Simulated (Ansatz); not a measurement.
Sc

```xyz
2
Lattice="3.3194 0.0000 0.0000 -1.6597 2.8747 0.0000 0.0000 0.0000 5.1655" Properties=species:S:1:pos:R:3 pbc="T T T"
Sc    0.0000    1.9165    1.2914
Sc    1.6597    0.9582    3.8742
```

Space group P6₃/mmc.

Method: DFT PBE, scalar-relativistic, plane waves, PAW in Ansatz.

> What will maps of the valence pseudo-density and electron localisation function show?

Sc–Sc (3.32 Å): ρ is about 0.11 e/Å³ halfway; the ELF is about 0.30 at the midpoint; no localised pair shows between them.

> Does the calculation make it a metal, or give it a gap?

It is gapless in this calculation (a metal or semimetal).

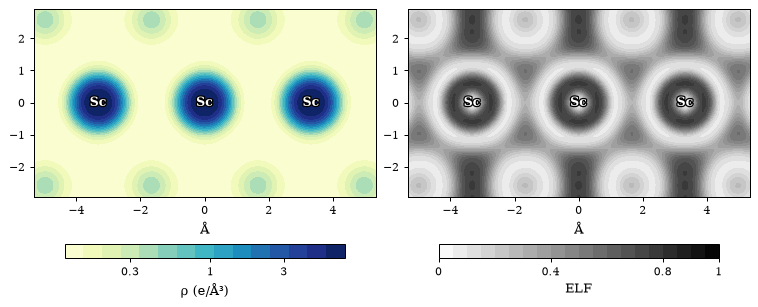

Computed valence pseudo-density and electron localisation function on the (100) plane of the conventional cell, in this order. 

The density is the valence pseudo-density of a PAW calculation; it isn't the true density close to the nuclei.
